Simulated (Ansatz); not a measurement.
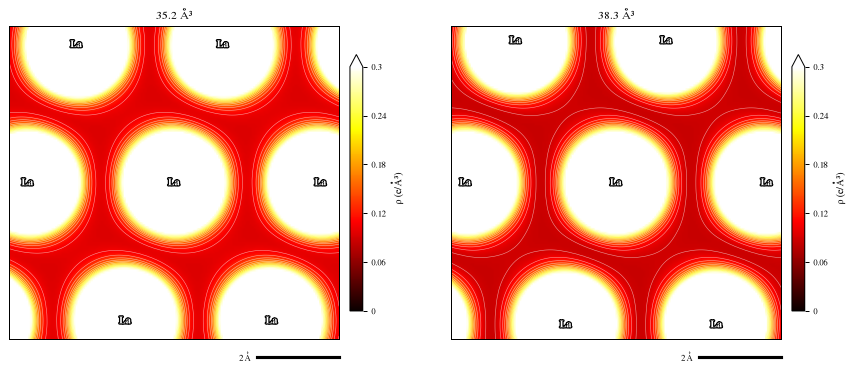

La. The valence electron density of cells scaled evenly to different volumes (given per atom above each panel), on the (11̄0) plane of each (indices in the axes of the cell below), at one length scale and on one colour scale.

A generated structure, not necessarily the stable one; spin-polarised.

Theory: DFT, r2SCAN, plane waves (500 eV) with PAW, scalar-relativistic in Ansatz.

Core electrons are frozen (PAW), and the valence fields are smoothed inside the atomic spheres.

The largest cell:

```
La
1.0
    -2.12358    2.12358    2.12358
     2.12358   -2.12358    2.12358
     2.12358    2.12358   -2.12358
La
1
Direct
  0.00000 0.00000 0.00000
```

| volume (Å³/atom) | La–La contact in the plane (Å) | ρ at its midpoint (e/Å³) | pressure (GPa) | largest moment (μB) | 
| --- | --- | --- | --- | --- |
| 35.24 | 3.577 | 0.099 | 2.4 | 0.35 | 
| 36.77 | 3.628 | ? | ? | ? | 
| 38.31 | 3.678 | 0.086 | 0.0 | 0.33 | 

What values belong in the row with question marks?

Over the known rows ln ρ falls by 1.39 per Å of La–La distance (the line through the two), which gives 0.092 e/Å³ at 3.628 Å; the calculation gives 0.092 e/Å³. For the pressure, a straight line in volume between the neighbouring rows gives 1.2 GPa; the calculation gives 1.1. For the largest moment, a straight line in volume between the neighbouring rows gives 0.34 μB; the calculation gives 0.34.
